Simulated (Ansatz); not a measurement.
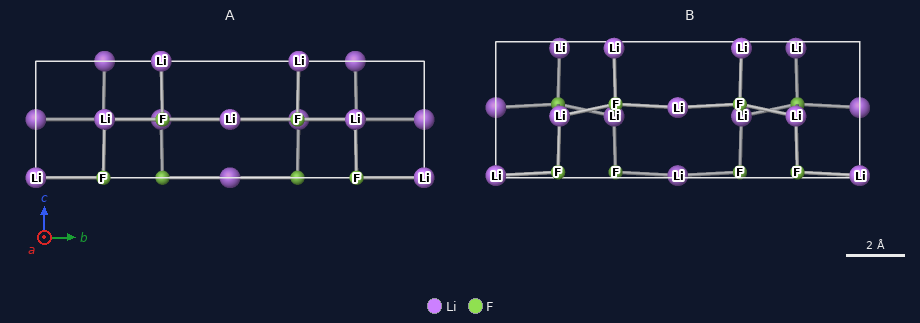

Two geometries of solid Li3F2 (a generated structure, set up in Fmm2), drawn at one scale. One is the start of a relaxation, the other its converged end. A ball-and-stick model of the conventional cell (4 times the calculation's cell), seen along the a axis. Lengths and directions refer to the drawn axes.

Method: Ansatz, DFT PBE, scalar-relativistic, plane waves, PAW. (plane-wave cutoff 420 eV; k-point mesh 12 × 12 × 12; occupations gaussian; smearing width 0.1 eV; no spin polarisation; cell and atoms relaxed; force threshold 0.01 eV/Å; at most 80 steps)

> Which one is relaxed?

Structure A is the relaxed one. After 14 accepted moves (21 points after the start) the energy has fallen by 8.2 meV per atom. Largest force component: 0.0039 eV/Å at the start, 0.0013 eV/Å at the end. The pressure goes from 0.01 to 0.00 GPa. The line search rejected the trial steps at points 11, 15 of the run. At 5 points the geometry stayed and the basis and grid were re-selected for the new cell (energy shift of 1.0 meV per atom at most each time). The largest moves relative to the cell, 0.19 Å, are those of Li atoms. Largest moves by element: Li 0.19 Å, F 0.17 Å. The drawn cell changes as follows: a 3.856 → 4.065 Å (+5.4 %), b 12.687 → 13.539 Å (+6.7 %), c 4.744 → 4.064 Å (−14.3 %); the volume changes by −3.6 %. Some distances before and after: F–Li 2.788 → 2.033 Å, F–Li 2.172 → 2.354 Å, F–Li 1.958 → 2.032 Å, F–Li 1.995 → 2.019 Å. New bonds form: F–Li (2.79 → 2.03 Å). Among the angles between lasting bonds that change: F–Li–F 155.5° → 177.6°, Li–F–Li 155.5° → 177.6°, F–Li–F 103.6° → 91.2°. The space group (tolerance 0.01 Å) goes from Fmm2 (No. 42) to I4/mmm (No. 139).
